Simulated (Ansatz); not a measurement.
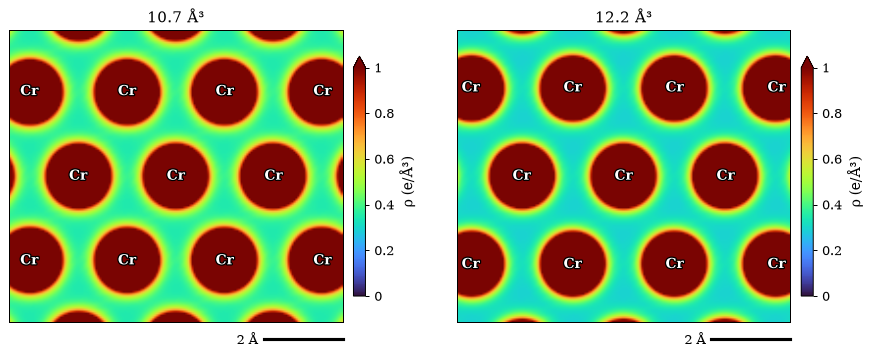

Cr. The valence pseudo-density of cells scaled evenly to different volumes (given per atom above each panel), on the (001) plane of each (indices in the axes of the cell below), at one length scale and on one colour scale.

A generated structure, not necessarily the stable one; computed without spin polarisation.

The calculation used DFT, RPBE, plane waves (420 eV) with PAW, scalar-relativistic (Ansatz 0.2.0).

Core electrons are frozen (PAW), and the valence fields are smoothed inside the atomic spheres.

The largest cell:

```yaml
crystal:
  lattice:
    - [0.00000, 1.82521, 1.82521]
    - [1.82521, 0.00000, 1.82521]
    - [1.82521, 1.82521, 0.00000]
  atoms:
    - { symbol: Cr, position: [0.00000, 0.00000, 0.00000] }
```

| volume (Å³/atom) | Cr–Cr contact in the plane (Å) | ρ at its midpoint (e/Å³) | 
| --- | --- | --- |
| 10.70 | 2.474 | 0.381 | 
| 11.19 | 2.510 | ? | 
| 12.16 | 2.581 | 0.324 | 

### Estimate the missing row, and compare with the calculation.

Over the known rows ln ρ falls by 1.51 per Å of Cr–Cr distance (the line through the two), which gives 0.361 e/Å³ at 2.510 Å; the calculation gives 0.360 e/Å³.
